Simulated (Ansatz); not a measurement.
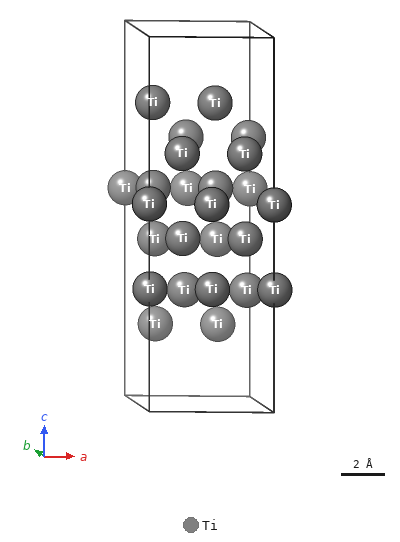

The input geometry (spheres-only view of the 2 × 1 repeat of the cell, with the vacuum cut short, seen slightly off an axis). An atom can appear more than once, as a periodic image.

**Single-point calculation, with input and output: Ti**

Ti (slab, 10 atoms in the cell), computed with DFT PBE, scalar-relativistic, plane waves, PAW, no spin polarisation (Ansatz 0.2.0).

The structure derives from an entry of the Crystallography Open Database. It belongs to a series of runs on one base structure; here: smearing: ['methfessel_paxton', 0.2]. Figures and captions count atoms from 1; the log counts them from 0 in places.

### The input
```yaml
crystal:
  lattice:
    - [2.9384580613, 0.0, 0.0]
    - [-1.4692290307, 5.3013487498, 0.0]
    - [0.0, 0.0, 25.790030301]
  atoms:
    - { symbol: Ti, position: [0.4422069682, 0.8844139365, 0.2908100499] }
    - { symbol: Ti, position: [0.7882169229, 0.5764338458, 0.3629445155] }
    - { symbol: Ti, position: [0.0574189138, 0.1148378276, 0.3773714086] }
    - { symbol: Ti, position: [0.4034288685, 0.8068577369, 0.4495058741] }
    - { symbol: Ti, position: [0.6726308594, 0.3452617188, 0.4639327672] }
    - { symbol: Ti, position: [0.018640814, 0.0372816281, 0.5360672328] }
    - { symbol: Ti, position: [0.287842805, 0.5756856099, 0.5504941259] }
    - { symbol: Ti, position: [0.6338527596, 0.2677055192, 0.6226285914] }
    - { symbol: Ti, position: [0.9030547505, 0.8061095011, 0.6370554845] }
    - { symbol: Ti, position: [0.2490647052, 0.4981294104, 0.7091899501] }
basis:
  ecutwfc: 420
kpoints:
  mp_grid: { grid: [12, 7, 1] }
hamiltonian:
  xc: pbe
scf:
  occupations: { method: methfessel_paxton, width: 0.2 }
output:
  forces: true
  stress: true
  eigenvalues: true
efield:
  axis: 3
  dipole_correction: true
  ramp_width: 0.04
```

Run as:
```bash
ansatz run input.yaml --threads 1 --pin off --max-ram 2560MiB --backend cpu --events-out ev --progress --plain --runs-dir out
```

### Log
```
Warning: crystal.symmetry: narrowed to the stabiliser of the k-point mesh — unitary ops 2 → 1; excluded 1 operation that carries a point of the 12×7×1 mesh (shift [0, 0, 0]) off the mesh (the run samples exactly the mesh kpoints.mp_grid names, as under crystal.symmetry.detect: false, and its converged state has the mesh's symmetry, not the crystal's; ε∞, the Born charges and the force constants of a linear response (`dielectric:` by the response, `phonons.method: dfpt`) are averaged over those of the crystal's operations that the state keeps within a tolerance, where `mesh_tensors`, `unaveraged_element` or `gamma_mean_max_change_ev_ang2` stands beside them; a row that `dielectric.field_direction` solves alone is averaged likewise, with nothing beside; a Γ-centred mesh of equal divisions is mapped onto itself by every operation and keeps the whole group, as does a half-shifted one under kpoints.further_shifts: images)
Engine: ansatz 0.2.0, x86_64-unknown-linux-gnu
Pseudopotentials: kind: paw
Pseudopotential: Ti, paw, valence charge 12, recommended cutoff 420 eV (normal), Ti.paw.azcp
Functional definition: PBE
  parameter kappa = 0.804
  parameter beta = 0.06672455060314922
  exchange = pbe_x(kappa = kappa, mu = beta*pi^2/3)
  correlation = pbe_c(beta = beta)
Crystal: 10 atoms, lattice volume = 401.752 Å³
Basis set: ecut = 420 eV, 7839 PW (Γ), exchange–correlation on 40×80×360 points (8 copies of the dense FFT grid, shifted against one another)
Bands: 72, of which v1, the nominal top of the filled ones, is band 60 counted from 1 (59 counted from 0)
Symmetry: 1 space group operations
k-points: 43 of 84 (time reversal used)
Non-local potential: Ti, projectors of the file, l = 0: 3, l = 1: 2, l = 2: 3, l = 3: 1
PAW form: soft (Blöchl's): semilocal exchange-correlation on the pseudo side does not see the compensation charge
PAW one-centre angular grid: Ti, 590 points (default); XC on 64 Gauss nodes
Initial density: superposition of atomic densities (neutral atoms: chi_scale 0, normalization atom), corrected by the library's trained network
Initial wavefunctions: pseudopotential atomic-orbital guess
Functional: x = pbe(κ = 0.804, μ = 0.2195149727645171), c = pbe(β = 0.06672455060314922)
SCF iter   1: F=—  HF=-24991.463460 eV  |F-HF|=—  |Δ(HF+E_count)|=         —  Δρ=6.17e-3  dr2=2.62e-1  ethr=1.77e-3  p=0.000 e·Å  D=5.25e-13 V/Å  ΔV_dip=-0.00 eV  dr2_dipole=4.10e-7  V_vac-E_F(+/−)=3.14/3.14 eV  ⟨swp⟩=8.7  Hψ=14522  notcnv=0
efield: sawtooth ramp at fractional position 0.9800 (placed from the atoms, in the widest stretch of the axis that holds none; the zero of the levels goes with the place), width 0.0400; the density the first Hamiltonian is built on has a dipole p = 0.000 e·Å; the dipole correction subtracts the counter field D = 5.25e-13 V/Å, which shifts the + side's vacuum level by -0.00 eV against the − side's; the planar-averaged density in the ramp window peaks in size at 5.2e-5 e/Å³
preconditioner: auto → LDOS  [metal: Δε(μ)=0.003 eV  Ē_g=2.056 eV  σ=0.200 eV  W_gap=0.01  n_scr=52 (ndim 8)  ℏωp=11.7 eV  f_vac=0.475  D(μ)=15.64/eV (n_scr^D=120)  β→1.0]
SCF iter   2: F=—  HF=-24991.453985 eV  |F-HF|=—  |Δ(HF+E_count)|=   9.48e-3  S|Δr|=    0.00e0  Δρ=2.88e-3  dr2=6.79e-2  ethr=2.19e-4  p=0.000 e·Å  D=1.96e-5 V/Å  ΔV_dip=-0.00 eV  dr2_dipole=7.39e-7  V_vac-E_F(+/−)=3.15/3.15 eV  ⟨swp⟩=2.1  Hψ=4492  notcnv=0
SCF iter   3: F=—  HF=-24991.449411 eV  |F-HF|=—  |Δ(HF+E_count)|=   4.57e-3  S|Δr|=    0.00e0  Δρ=8.42e-4  dr2=7.94e-3  ethr=5.66e-5  p=0.000 e·Å  D=8.56e-6 V/Å  ΔV_dip=-0.00 eV  dr2_dipole=8.50e-7  V_vac-E_F(+/−)=3.15/3.15 eV  ⟨swp⟩=2.0  Hψ=3994  notcnv=0
SCF iter   4: F=—  HF=-24991.449317 eV  |F-HF|=—  |Δ(HF+E_count)|=   9.40e-5  S|Δr|=    0.00e0  Δρ=2.83e-4  dr2=9.77e-4  ethr=6.62e-6  p=0.000 e·Å  D=1.81e-6 V/Å  ΔV_dip=-0.00 eV  dr2_dipole=2.08e-11  V_vac-E_F(+/−)=3.14/3.14 eV  ⟨swp⟩=2.1  Hψ=4107  notcnv=0
SCF iter   5: F=—  HF=-24991.449338 eV  |F-HF|=—  |Δ(HF+E_count)|=   2.11e-5  S|Δr|=    0.00e0  Δρ=8.80e-5  dr2=7.87e-5  ethr=8.14e-7  p=0.000 e·Å  D=2.39e-6 V/Å  ΔV_dip=-0.00 eV  dr2_dipole=4.28e-9  V_vac-E_F(+/−)=3.13/3.13 eV  ⟨swp⟩=2.4  Hψ=3710  notcnv=0
SCF iter   6: F=—  HF=-24991.449264 eV  |F-HF|=—  |Δ(HF+E_count)|=   7.43e-5  S|Δr|=    0.00e0  Δρ=2.62e-5  dr2=8.35e-6  ethr=6.56e-8  p=0.000 e·Å  D=5.61e-7 V/Å  ΔV_dip=-0.00 eV  dr2_dipole=4.28e-11  V_vac-E_F(+/−)=3.13/3.13 eV  ⟨swp⟩=2.7  Hψ=4353  notcnv=0
SCF iter   7: F=—  HF=-24991.449265 eV  |F-HF|=—  |Δ(HF+E_count)|=   1.34e-6  S|Δr|=    0.00e0  Δρ=1.37e-5  dr2=1.94e-6  ethr=6.96e-9  p=0.000 e·Å  D=6.23e-7 V/Å  ΔV_dip=-0.00 eV  dr2_dipole=2.48e-10  V_vac-E_F(+/−)=3.12/3.12 eV  ⟨swp⟩=2.7  Hψ=4743  notcnv=0
SCF iter   8: F=—  HF=-24991.449266 eV  |F-HF|=—  |Δ(HF+E_count)|=   1.10e-7  S|Δr|=    0.00e0  Δρ=4.40e-6  dr2=1.30e-7  ethr=1.61e-9  p=0.000 e·Å  D=1.12e-7 V/Å  ΔV_dip=-0.00 eV  dr2_dipole=2.79e-10  V_vac-E_F(+/−)=3.12/3.12 eV  ⟨swp⟩=2.2  Hψ=3976  notcnv=0
SCF iter   9: F=-24991.449266 eV  HF=-24991.449266 eV  |F-HF|=8.51e-9  |Δ(HF+E_count)|=   6.38e-8  S|Δr|=    0.00e0  Δρ=1.86e-6  dr2=2.26e-8  ethr=8.33e-11  p=0.000 e·Å  D=1.06e-7 V/Å  ΔV_dip=-0.00 eV  dr2_dipole=5.10e-11  V_vac-E_F(+/−)=3.12/3.12 eV  ⟨swp⟩=15.7  Hψ=12889  notcnv=0
SCF 1 converged in 9 iterations: F = -24991.449266 eV  dr2 = 2.26e-8
  greatest PAW one-centre occupation: 0.999 electrons in one spin orbital (limit 2), on the Ti atom at site 6 (counted from 0), in its partial waves of l = 0
```

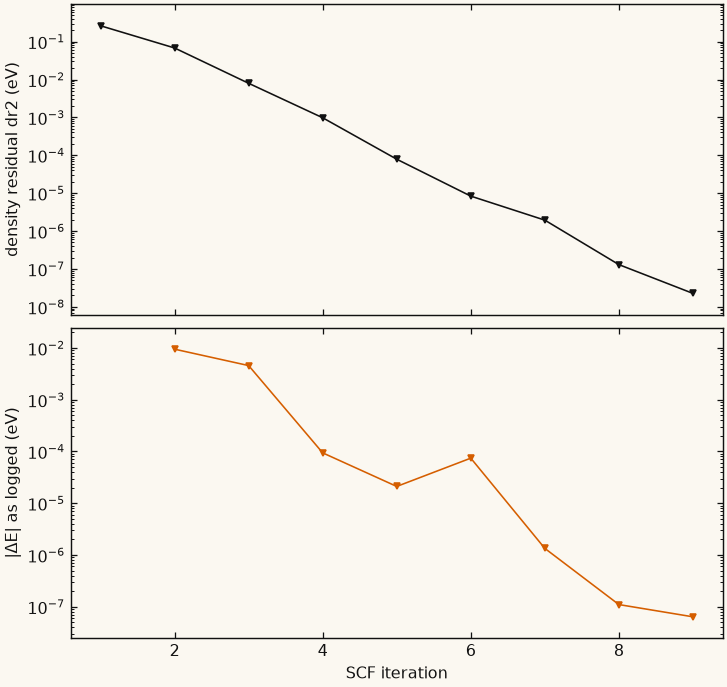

Convergence of the self-consistent field: density residual dr2 and size of the energy change against the SCF iteration. The residual falls at every step.

```
SCF converged after 9 iterations
Stability not checked: this state was not tested for a lower state beside it, because cold or Methfessel-Paxton smearing, or corrected tetrahedra, fill the levels in a way that the test cannot read (fill_not_monotonic; see scf.lower_state_search)
Free energy (F): -24991.449266 eV
Harris-Foulkes:  -24991.449266 eV  (|F-HF|=8.51e-9)
Internal energy: -24991.461943 eV  (E = F + TS)
E sigma→0 (E₀):  -24991.452435 eV
Entropy (-TS):   0.012678 eV (1.268 meV/atom)
Fermi energy:    4.061486 eV
Dipole field:    D = -0.000007 V/Å  (p = -0.000015 e·Å, saw-weighted, corrected)
Work function:   Φ+ = 3.1211 eV   Φ− = 3.1210 eV
Levels:          The Fermi level and band energies are counted from a zero that moves with the ramp; work functions are not
--- Per-component energies (eV) ---
  E_band       = -2691.888249
  E_kinetic    = 2711.593338
  E_local      = -120188.534280  (includes V_loc(G=0)·N_el)
  E_nonlocal   = 86.188614
  E_hartree    = 58808.827827
  E_xc         = -966.471857
  E_vxc        = -1208.234717  (∫ρ·V_xc dr)
  E_paw        = -10476.901315  (= ΣΔE_a)
  E_vpaw       = -1710.529916  (= ΣTr[D̂ρ^β])
  E_aug_tail   = 0.001166  (compensation charges beyond the density's cutoff)
  E_efield     = 0.000000  (sawtooth field / dipole correction)
  E_vefield    = 0.000000  (∫n·V_field dr)
  E_ewald      = 45033.834565
  E_smearing   = 0.012678  (= −TS)
  E_closure    = -0.000000  (closes the sum)
  Σ components = -24991.449266   (vs F -24991.449266, Δ=0.00e0)
--- Forces (eV/Å), atoms counted from 1 ---
  atom   1  Ti     0.00000446    -0.00088807     1.09361920
  atom   2  Ti     0.00004012     0.46011720    -0.50613791
  atom   3  Ti     0.00010220    -0.41772547    -0.41568388
  atom   4  Ti    -0.00009253    -0.06755367    -0.02222105
  atom   5  Ti     0.00039261     0.05920007    -0.06590842
  atom   6  Ti    -0.00039279    -0.05919797     0.06590931
  atom   7  Ti     0.00009257     0.06755440     0.02222443
  atom   8  Ti    -0.00010213     0.41771439     0.41569244
  atom   9  Ti    -0.00004004    -0.46011671     0.50613480
  atom  10  Ti    -0.00000452     0.00090173    -1.09362672
  max |Σ_I F_I| component: 5.90e-6 eV/Å
--- Stress (GPa, compression-positive) ---
       -1.722474       0.000775      -0.000582
        0.000775      -2.193524      -0.213398
       -0.000582      -0.213399      -2.158181
  P = ⅓ Tr σ = -2.0247 GPa (-20.247 kbar)
--- Band table (eV; the first three rows and the last of 43) ---
  k-point 0: bands = ["-53.1016", "-53.1016", "-52.7410", "-52.7054", "-52.6605", "-52.6383", "-52.6145", "-52.6122", "-52.6097", "-52.6009", "-29.5234", "-29.5227", "-29.4376", "-29.4373", "-29.3010", "-29.2218", "-29.2036", "-29.1860", "-29.1333", "-29.0519", "-29.0519", "-29.0194", "-28.8860", "-28.8498", "-28.8330", "-28.8306", "-28.7926", "-28.7788", "-28.7727", "-28.7545", "-28.7537", "-28.7483", "-28.7297", "-28.7194", "-28.6825", "-28.6820", "-28.6791", "-28.6448", "-28.6343", "-28.6072", "-1.7736", "-0.9278", "0.1130", "1.0275", "1.6031", "1.6605", "1.8602", "1.8697", "2.0905", "2.1245", "2.9715", "2.9984", "3.1491", "3.2501", "3.5138", "3.7416", "4.0648", "4.0905", "4.1058", "4.1604", "4.4528", "4.5336", "4.6687", "4.7414", "4.8046", "4.9661", "5.0440", "5.0888", "5.1408", "5.1564", "5.1935", "5.2302"]
  k-point 1: bands = ["-53.1015", "-53.1015", "-52.7364", "-52.7019", "-52.6586", "-52.6409", "-52.6243", "-52.6172", "-52.6085", "-52.5950", "-29.5210", "-29.5204", "-29.4382", "-29.4376", "-29.2829", "-29.2215", "-29.1778", "-29.1660", "-29.1191", "-29.0522", "-29.0522", "-29.0194", "-28.9255", "-28.8535", "-28.8365", "-28.8181", "-28.8073", "-28.7849", "-28.7783", "-28.7500", "-28.7473", "-28.7388", "-28.7380", "-28.7139", "-28.7120", "-28.6796", "-28.6729", "-28.6627", "-28.6351", "-28.6101", "-1.6447", "-0.8094", "0.2120", "1.0962", "1.4183", "1.5633", "1.7677", "1.8648", "2.0207", "2.2723", "2.9133", "3.0301", "3.0987", "3.3511", "3.4405", "3.7255", "3.9494", "4.1605", "4.1784", "4.1996", "4.4086", "4.4384", "4.6587", "4.7105", "4.8113", "4.8977", "4.8987", "4.9769", "5.0173", "5.0992", "5.1286", "5.1620"]
  k-point 2: bands = ["-53.1015", "-53.1015", "-52.7236", "-52.6920", "-52.6570", "-52.6522", "-52.6360", "-52.6231", "-52.6098", "-52.5897", "-29.5156", "-29.5153", "-29.4393", "-29.4386", "-29.2343", "-29.2036", "-29.1282", "-29.1134", "-29.0822", "-29.0527", "-29.0526", "-29.0213", "-28.9698", "-28.8946", "-28.8686", "-28.8259", "-28.8233", "-28.7885", "-28.7737", "-28.7668", "-28.7587", "-28.7467", "-28.7340", "-28.7219", "-28.7136", "-28.6967", "-28.6733", "-28.6722", "-28.6377", "-28.6184", "-1.2701", "-0.4701", "0.4813", "0.8057", "1.2306", "1.2768", "1.6384", "1.9624", "2.0961", "2.2830", "2.7507", "2.9781", "3.2173", "3.3133", "3.4885", "3.6884", "3.8301", "4.1318", "4.2641", "4.3016", "4.3365", "4.4245", "4.5197", "4.6072", "4.7241", "4.7508", "4.8059", "4.8206", "4.8302", "4.8968", "5.0288", "5.0540"]
  k-point 42: bands = ["-53.0645", "-53.0645", "-52.6455", "-52.6298", "-52.6270", "-52.6219", "-52.5999", "-52.5991", "-52.5893", "-52.5884", "-29.4666", "-29.4663", "-29.3995", "-29.3992", "-29.3930", "-29.3925", "-29.2263", "-29.1980", "-29.1794", "-29.1547", "-29.1115", "-29.0955", "-29.0811", "-29.0453", "-29.0068", "-28.9478", "-28.9160", "-28.9042", "-28.8810", "-28.8597", "-28.8494", "-28.8195", "-28.8132", "-28.8082", "-28.7915", "-28.7751", "-28.7629", "-28.7513", "-28.7452", "-28.7158", "1.6137", "1.7229", "1.8030", "1.8665", "1.9804", "2.1754", "2.2775", "2.3444", "2.4502", "2.7952", "2.9526", "3.0584", "3.1040", "3.2342", "3.2679", "3.3237", "3.3892", "3.5864", "3.6297", "3.7685", "3.8293", "4.2718", "4.3885", "4.4592", "4.4859", "4.5563", "4.6807", "4.8056", "5.0541", "5.1952", "5.2323", "5.2712"]
```

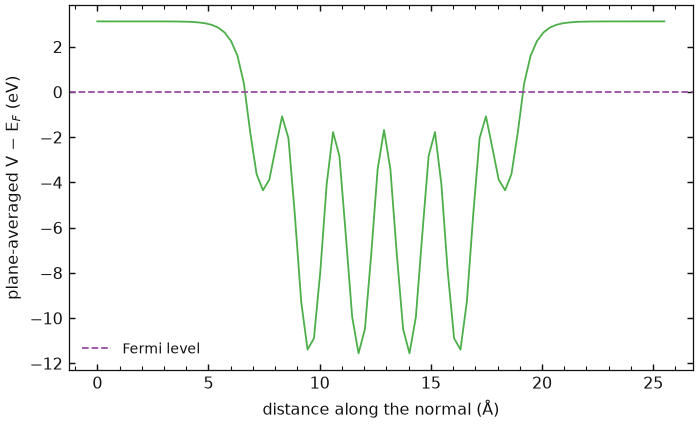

Plane average of the electrostatic potential energy of an electron across the cell, from the Fermi level. The vacuum level lies 3.12 eV above the Fermi level.

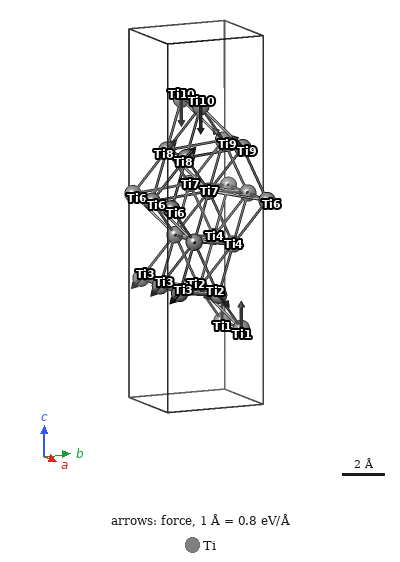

Forces on the atoms as black arrows (ball-and-stick view of the 2 × 1 repeat of the cell, with the vacuum cut short, seen slightly off an axis; atoms are numbered from 1 in the order of the input); the smallest are left out. The largest act on Ti1, Ti10 (1.09 eV/Å); Ti2, Ti9 (0.68 eV/Å); Ti3, Ti8 (0.59 eV/Å). The geometry is not a stationary point of this energy.

### Summary

| quantity | value |
| --- | --- |
| outcome | converged |
| electrons treated | 120 |
| free energy | −24991.4493 eV |
| work function, top face | 3.12 eV |
| work function, bottom face | 3.12 eV |
| Fermi energy | 4.061 eV |
| gap on the k-point mesh | none (metallic) |
| work function (upper face) | 3.12 eV |
| largest force (length of the vector) | 1.094 eV/Å |
| hardware | 1 thread of Oxide Virtual Turin-like (Zen 5), 32 GiB of memory available, shared host |
| wall time | 82 s |
| peak memory | 1.1 GiB |

### Remarks

The program warns: the k-point mesh lowers the symmetry that the run can use.
